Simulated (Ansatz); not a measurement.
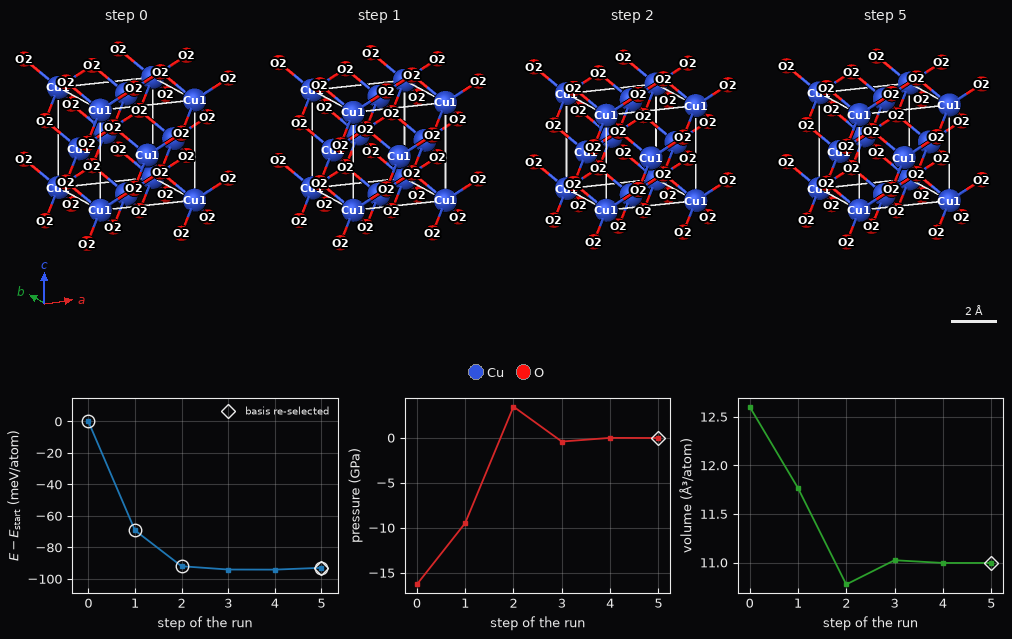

Frames of a relaxation of solid CuO (a generated structure, set up in F-43m), marked on the history of the run. The picture is a ball-and-stick view of the conventional cell (4 times the calculation's cell), seen slightly off an axis. Lengths and directions refer to the drawn axes.

The run lets cell and atoms move.

Method: Kohn-Sham DFT of a periodic cell, r2SCAN with D3(BJ), Ansatz PAW in Ansatz.

Input
```yaml
crystal:
  lattice:
    - [0.0, 2.32725273, 2.32725273]
    - [2.32725273, 0.0, 2.32725273]
    - [2.32725273, 2.32725273, 0.0]
  atoms:
    - { symbol: Cu, position: [0.0, 0.0, 0.0] }
    - { symbol: O, position: [0.25, 0.25, 0.25] }
hamiltonian:
  xc: r2scan
  pseudopotentials: { kind: paw }
  dispersion: d3bj
kpoints:
  mp_grid: { grid: [10, 10, 10] }
scf:
  occupations: { method: fermi_dirac, width: 0.05 }
output:
  forces: true
  stress: true
  eigenvalues: true
relax:
  f_tol: 0.01
  max_steps: 40
  cell: { stress_tol: 0.05 }
```

Command:
```bash
ansatz run input.yaml --threads 2 --pin off --max-ram 5632MiB --backend cpu --events-out ev --progress --plain --runs-dir out
```

### Describe the path.

The atoms keep their places relative to the cell (all moves are under 0.005 Å). Cell: a = b = c 4.655 → 4.447 Å (−4.4 %). Volume −12.8 %. Some distances before and after: Cu1–O2 2.015 → 1.926 Å. The space group stays F-43m (No. 216). Over 4 accepted moves (5 points after the start) the energy falls by 92.9 meV per atom. All forces vanish by symmetry, so only the cell relaxes. The pressure goes from −16.28 to −0.02 GPa. At 1 point the geometry stayed and the basis and grid were re-selected for the new cell (energy shift of 1.2 meV per atom at most each time). Cost: 14 s on 2 threads of Arm Neoverse V1, with other jobs on the host, peak memory 0.33 GiB. From step 0 to 1: volume −6.6 %, energy −69.1 meV per atom. From step 1 to 2: volume −8.4 %, energy −22.8 meV per atom. From step 2 to 5: volume +2.1 %, energy −1.0 meV per atom.

| step | E − E(0), meV/atom | pressure, GPa | volume, Å³/atom | note |
| --- | --- | --- | --- | --- |
| 0 | 0.00 | -16.28 | 12.605 |  |
| 1 | -69.14 | -9.47 | 11.768 |  |
| 2 | -91.91 | 3.46 | 10.775 |  |
| 3 | -94.00 | -0.42 | 11.024 |  |
| 4 | -94.07 | 0.00 | 10.997 |  |
| 5 | -92.91 | -0.02 | 10.997 | same geometry, new basis |

Limits of the set-up: an element that often carries a moment was run without spin polarisation.
